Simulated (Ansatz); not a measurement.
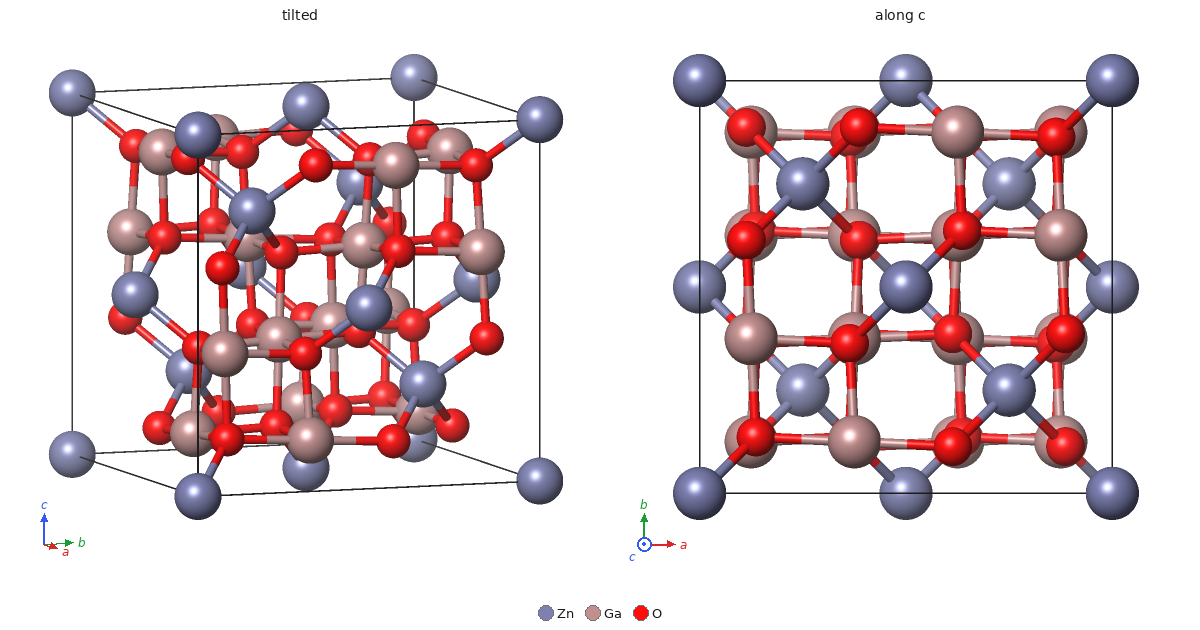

A ball-and-stick picture of a crystal structure, seen slightly off an axis and along the c axis. The frame is the conventional unit cell; atoms at its boundary are shown with their periodic copies.

ZnGa$_{2}$O$_{4}$, spinel, space group Fd-3m (No. 227), a = 8.328 Å, b = 8.328 Å, c = 8.328 Å, α = 90.00°, β = 90.00°, γ = 90.00°. The cell started as a structure listed in the Materials Project. Earlier steps of the study may have refined or changed the cell and positions. It was run through Ansatz as a DFT input.

This one geometry was computed with Ansatz (DFT, plane waves, PAW) at five levels of theory: r2SCAN, HSE06, PBE with spin-orbit coupling, PBE and PBE0. It was relaxed beforehand with r2SCAN.

Which level gives the highest pressure at this volume, and what does that say about its equilibrium volume?

Highest: PBE with spin-orbit coupling (8.3 GPa) and PBE (8.3 GPa), which points to the largest equilibrium volume. Lowest, with the smallest volume: r2SCAN (0.0 GPa), HSE06 (0.4 GPa) and PBE0 (0.2 GPa). Levels within 0.5 GPa of each other can't be told apart.

How does the band gap change with the level of theory?

PBE with spin-orbit coupling: a gap of 2.63 eV, indirect; PBE: a gap of 2.63 eV, indirect; r2SCAN: a gap of 3.24 eV, indirect; HSE06: a gap of 4.40 eV, indirect; PBE0: a gap of 5.11 eV, indirect.

Collect the results in a table.

| level | cutoff (eV) | k-mesh of the run's cell | gap (eV) | pressure (GPa) |
| --- | --- | --- | --- | --- |
| r2SCAN | 500 | 6×6×6 | 3.24 | 0.0 |
| HSE06 | 420 | 4×4×4 | 4.40 | 0.4 |
| PBE with spin-orbit coupling | 420 | 6×6×6 | 2.63 | 8.3 |
| PBE | 420 | 6×6×6 | 2.63 | 8.3 |
| PBE0 | 420 | 4×4×4 | 5.11 | 0.2 |

Gaps are taken on the k-mesh or band path of each run.
